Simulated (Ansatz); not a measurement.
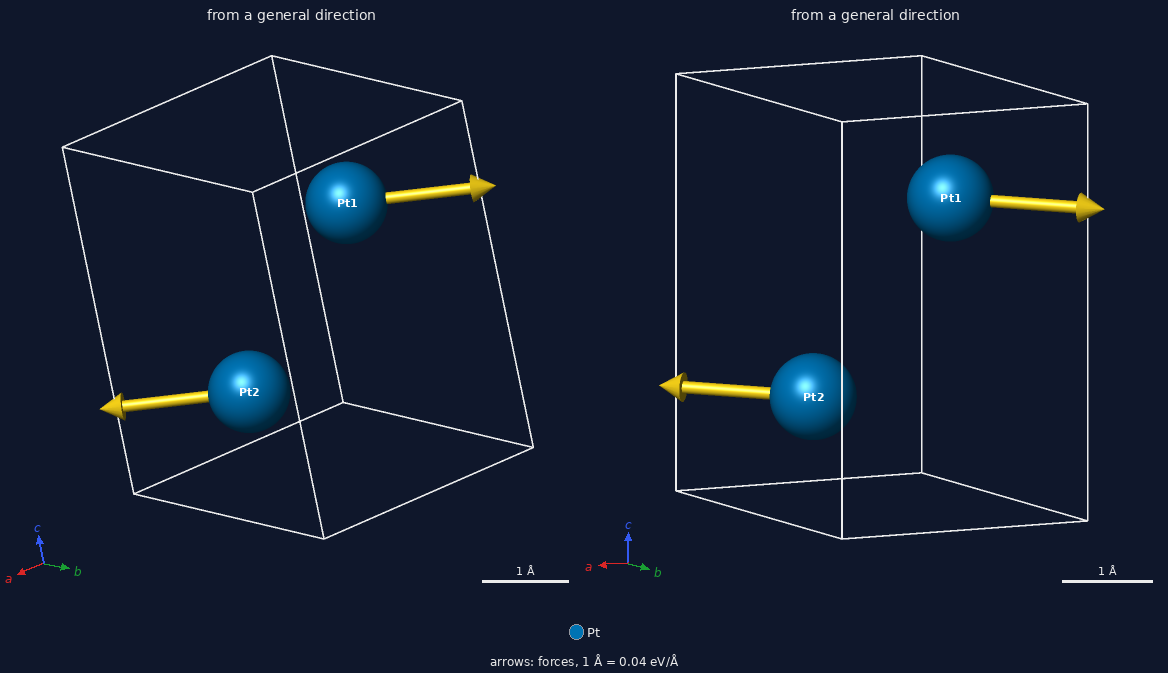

The image is a spheres-only drawing of a crystal, viewed from two general directions. The edges of the cell (the run's own, in a reduced setting) are marked. The arrows are the computed forces on the atoms.

System: Pt. Computational set-up: DFT PBEsol, scalar-relativistic, plane waves, PAW in Ansatz 0.2.0, an energy cutoff of 420 eV, k-points about 0.15 Å⁻¹ apart, Gaussian smearing of 0.15 eV, no spin polarisation.

Question: Do the forces show a relaxed structure?

Answer: No. The atoms still feel forces of up to about 0.053 eV/Å, above a usual threshold of 0.01 to 0.03 eV/Å.

Question: Name the atom under the greatest force.

Answer: Pt1 and Pt2, about 0.053 eV/Å.

Origin of the cell: a structure listed in the Materials Project. The cell was then strained or its atoms displaced on purpose. Ansatz was used for an electronic-structure calculation on it.
